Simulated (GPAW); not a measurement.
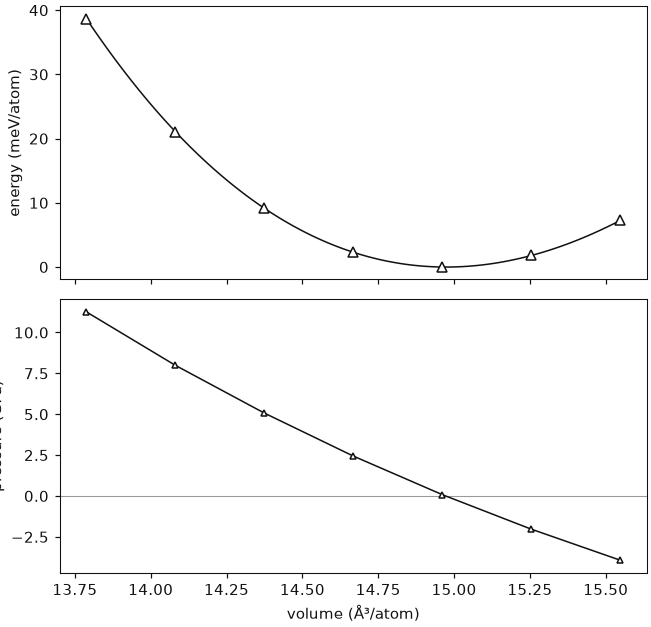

Method: PAW DFT in plane waves, on a grid or in atomic orbitals, no spin polarisation; energies at scaled volumes of the given cell, shape and fractions fixed, counted from the fit's minimum, third-order Birch-Murnaghan fit (GPAW 26.7.0). Level: r2SCAN.

```json
{"setting": "k mesh", "value": "12×12×11"}
{"setting": "occupations", "value": "Fermi–Dirac"}
{"setting": "smearing width", "value": "0.05 eV"}
{"setting": "potentials", "value": "GPAW PAW data sets (gpaw data 1.2.1)"}
{"setting": "wave cutoff", "value": "600 eV"}
{"setting": "program settings", "value": "basis pw"}
```

Cell as given: a = 2.621 Å, b = 2.621 Å, c = 2.466 Å, α = 90.00°, β = 90.00°, γ = 120.00°; 1 atom.

**Figure.** Energy and pressure against volume for Si, space group P6/mmm (No. 191).

A third-order Birch–Murnaghan fit gives V0 = 14.97 Å³/atom, B0 = 113 GPa and B′ = 4.5. The energy is 38.66 meV/atom at volume 13.79 Å³/atom and 7.27 meV/atom at 15.55 Å³/atom; the lowest computed point is at volume 14.96 Å³/atom (0.00 meV/atom). The pressure falls from 11.26 GPa at volume 13.79 Å³/atom to −3.93 GPa at 15.55 Å³/atom, and changes sign near 14.97 Å³/atom.

Keep in mind: shape and atomic fractions are frozen while scaling, which makes layered, chain and framework solids too stiff.

Input of the run:
```
from ase import Atoms
from ase.eos import EquationOfState
from ase.io import Trajectory
from ase.units import GPa
from ase.parallel import parprint
from gpaw import GPAW, PW

atoms = Atoms(['Si'],
              cell=[[2.6205428149, 0.0, 0.0],
                    [-1.3102714075, 2.2694566494, 0.0],
                    [0.0, 0.0, 2.46635439]],
              scaled_positions=[[0.0, 0.0, 0.0]],
              pbc=True)

traj = Trajectory('eos.traj', 'w')
volumes, energies = [], []
for x in [0.94, 0.96, 0.98, 1.0, 1.02, 1.04, 1.06]:
    a = atoms.copy()
    a.set_cell(atoms.cell * x**(1 / 3), scale_atoms=True)
    calc = GPAW(mode=PW(600),
                xc='MGGA_X_R2SCAN+MGGA_C_R2SCAN',
                kpts={'size': (12, 12, 11), 'gamma': True},
                occupations={'name': 'fermi-dirac', 'width': 0.05},
                nbands=8,
                convergence={'density': 1e-05, 'energy': 1e-05},
                maxiter=150,
                txt=f'eos-{x:.2f}.txt')
    a.calc = calc
    energies.append(a.get_potential_energy(force_consistent=True))
    volumes.append(a.get_volume())
    p = -a.get_stress()[:3].mean() / GPa
    calc.write(f'eos-{x:.2f}.gpw')
    traj.write(a)
    parprint(f'{x:.2f} {volumes[-1]:10.4f} A^3 {energies[-1]:14.6f} eV {p:9.3f} GPa', flush=True)

v0, e0, B = EquationOfState(volumes, energies, eos='birchmurnaghan').fit()
parprint(f'V0 = {v0:.4f} A^3, E0 = {e0:.6f} eV, B0 = {B / GPa:.2f} GPa')
```

Command:
```bash
OMP_NUM_THREADS=1 mpirun -n 4 gpaw python run.py
```
